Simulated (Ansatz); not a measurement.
Here is a crystal structure:

```cif
data_structure
_symmetry_space_group_name_H-M 'I m a 2'
_symmetry_Int_Tables_number 46
_cell_length_a 3.9722
_cell_length_b 10.1803
_cell_length_c 3.9722
_cell_angle_alpha 90.000
_cell_angle_beta 90.000
_cell_angle_gamma 90.000
_cell_volume 160.63
loop_
_atom_site_label
_atom_site_type_symbol
_atom_site_symmetry_multiplicity
_atom_site_Wyckoff_symbol
_atom_site_fract_x
_atom_site_fract_y
_atom_site_fract_z
_atom_site_occupancy
Sn1 Sn 4 b 0.25000 0.37500 0.75000 1
O1 O 4 b 0.75000 0.07800 0.22852 1
O2 O 4 b 0.25000 0.17200 0.74703 1
```

**What does this file describe?**

The material is SnO₂. Strictly the space group is Ima2 (No. 46, within 0.01 Å). It is a distorted form of a body-centred tetragonal structure, space group I4_1/amd (No. 141) within 0.25 Å: anatase. Content of the cell: 4 Sn, 8 O (Z = 4). Sn bonds to six O at 2.03 to 2.07 Å. The coordination shell of O holds three Sn at 2.03 to 2.07 Å. The bonds build a three-dimensional framework.

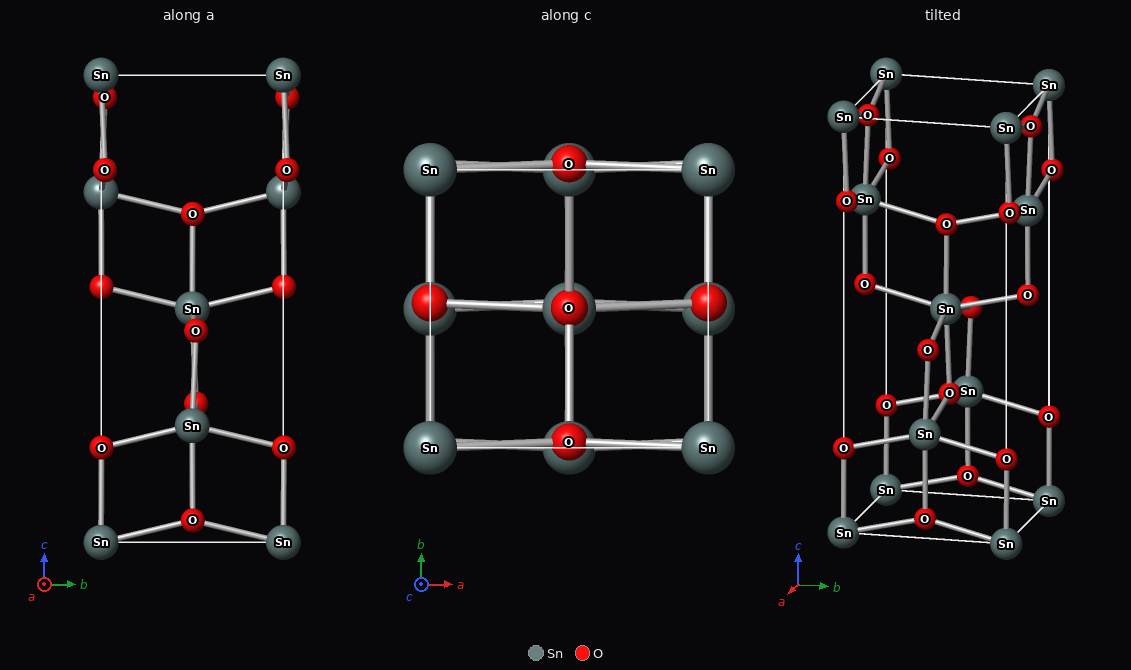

The figure gives a ball-and-stick picture of the atoms, viewed along the a axis, along the c axis and slightly off an axis. The parallelepiped is the drawn cell (a repeat of the simulation cell). Colours: tin teal, oxygen red.

It derives from a structure listed in the Materials Project. The cell was then strained or its atoms displaced on purpose. It was run through Ansatz as a DFT input.
